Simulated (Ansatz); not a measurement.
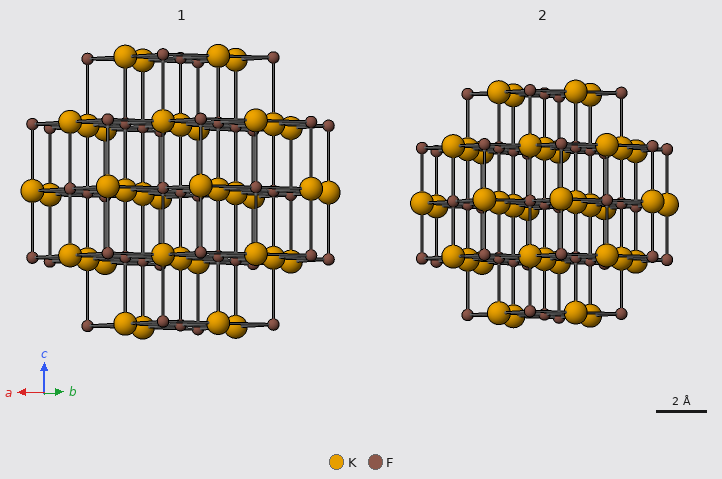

Two geometries of a crystal of KF (a generated structure, set up in Fm-3m), drawn at one scale. One is the start of a relaxation, the other its converged end. The picture is a ball-and-stick view of the conventional cell (4 times the calculation's cell), seen from a free direction. Lengths and directions refer to the drawn axes.

Computed with DFT, PBE, PAW with Ansatz's default frozen-core files, scalar-relativistic (Ansatz). Set-up: plane-wave cutoff 420 eV; k-point mesh 16 × 16 × 16; occupations fermi dirac; smearing width 0.08 eV; no spin polarisation; cell and atoms relaxed; force threshold 0.005 eV/Å; at most 80 steps.

**Which one is relaxed?**

Structure 1 is the relaxed one. Case: cell and atoms relaxed from a first guess. The atoms keep their places relative to the cell (all moves are under 0.005 Å). Cell: a = b = c 4.483 → 5.420 Å (+20.9 %). Volume +76.7 %. Near-neighbour distances that change, for instance: K–K 3.170 → 3.832 Å, F–K 2.242 → 2.710 Å. The space group stays Fm-3m (No. 225). The energy falls by 2.055 eV per cell of the calculation in 9 accepted moves (12 points after the start). All forces vanish by symmetry, so only the cell relaxes. The pressure goes from 66.32 to 0.02 GPa. The SCF was repeated 3 times at an unchanged geometry on a basis and grid sized afresh for the cell, which shifted the energy by 0.251 eV per cell of the calculation at most.
